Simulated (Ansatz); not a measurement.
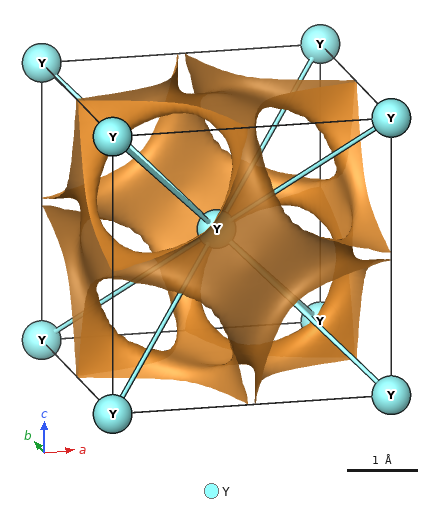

Figure. Y. Isosurface of the ELF at 0.55 (orange), seen at an oblique angle. Core shells and regions of very low density are left out. Sticks mark near contacts.

Space group Im-3m; set up as Y, bcc; a generated structure, not necessarily the stable one; changed on purpose from its base cell (volume × 1.12); computed pressure about −4 GPa in this cell; computed without spin polarisation.

These are results of DFT, PBEsol, plane waves (420 eV) with PAW, scalar-relativistic (Ansatz 0.2.0), not measurements.

In a PAW calculation such maps are meaningful between the atoms, not at the nuclei.

**Where are the electrons localised?**

The surface consists of one network that runs through the whole crystal, counted in one cell of 2 atoms. Any copies at cell faces, edges or corners count once. There are no localised bonds or lone pairs at this value. Profiles from the grid: Y–Y (3.58 Å): the ELF is about 0.15 at the midpoint; no shared electron pair shows on this line.
